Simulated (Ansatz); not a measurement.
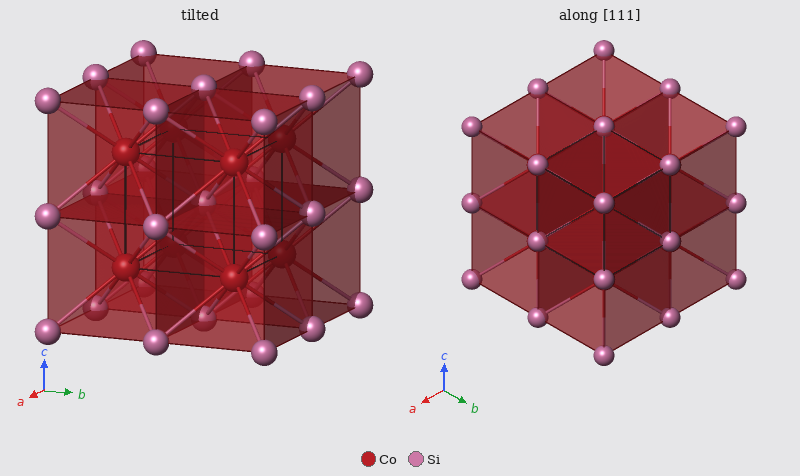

Shown here is a polyhedral view of the crystal, taken slightly off an axis and along [111]. The conventional unit cell is outlined; an atom on or near a face, edge or corner is repeated at each equivalent position. A few atoms beyond the faces are included.

Describe the arrangement of the atoms.

Chemical formula CoSi. The lattice is primitive cubic and the space group Pm-3m (No. 221). The structure is of the kind named caesium chloride (CsCl, B2) type. Cell content 1 Co, 1 Si; Z = 1. The polyhedra are CoSi8 cubes; they share corners, edges and faces. Each Co atom is coordinated by eight Si in a cubic arrangement. The neighbours of Si are eight Co in a cubic arrangement. The bonds build a three-dimensional framework.

Origin of the cell: a structure listed in the Materials Project. The cell was then strained or its atoms displaced on purpose. Ansatz was used for an electronic-structure calculation on it.

At this level of theory the cell isn't at rest (stretched, at -24 GPa), so its distances can differ from those at equilibrium, the more so the softer the solid.
